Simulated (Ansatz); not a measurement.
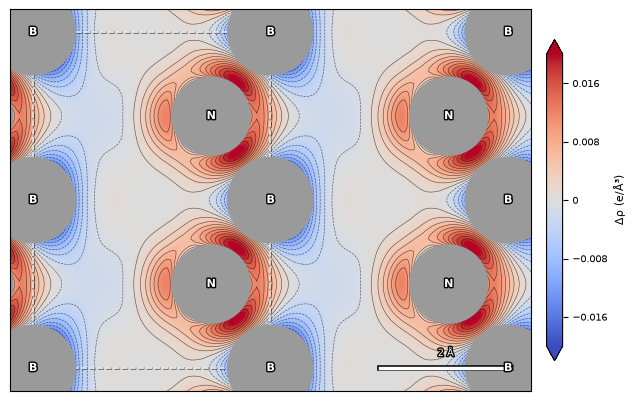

BN: difference of two self-consistent densities at the same geometry, ρ(HSE06) − ρ(PBE), on the (011) plane of the conventional cell. Grey discs cover the cores, where the PAW densities can't be compared. Cores are masked to 0.7 Å (B) and 0.6 Å (N).

Space group F-43m. The cell comes from a database of computed structures, not from a measurement.

Both runs: Ansatz, scalar-relativistic, plane waves and PAW, same cutoff, k-points and PAW files (made with PBE).

```
B N
1.0
     3.62600    0.00000    0.00000
     0.00000    0.00000   -3.62600
     0.00000    3.62600    0.00000
B N
4 4
Direct
  0.50000 0.50000 0.00000
  0.00000 0.50000 0.50000
  0.00000 0.00000 0.00000
  0.50000 0.00000 0.50000
  0.75000 0.75000 0.25000
  0.25000 0.75000 0.75000
  0.25000 0.25000 0.25000
  0.75000 0.25000 0.75000
```

How does the change of level move the electrons?

Against PBE, and outside the masked cores, the largest gain lies at the edge of the masked core of N, and the largest loss, 0.009 e/Å³, lies 0.8 Å from a boron nucleus and 1.4 Å from a nitrogen one.
- Bader charges are B +2.16 and N −2.16 e with PBE and B +2.23 and N −2.23 e with HSE06.
- At this volume the pressure is 0 GPa with PBE and roughly −10 GPa with HSE06.
- The gap on the mesh is 4.46 eV with PBE and 5.78 eV with HSE06.

Run times: 43 s (HSE06) and 9 s (base cell), on 2 threads of Intel(R) Xeon(R) 6975P-C (Granite Rapids), on a shared host.
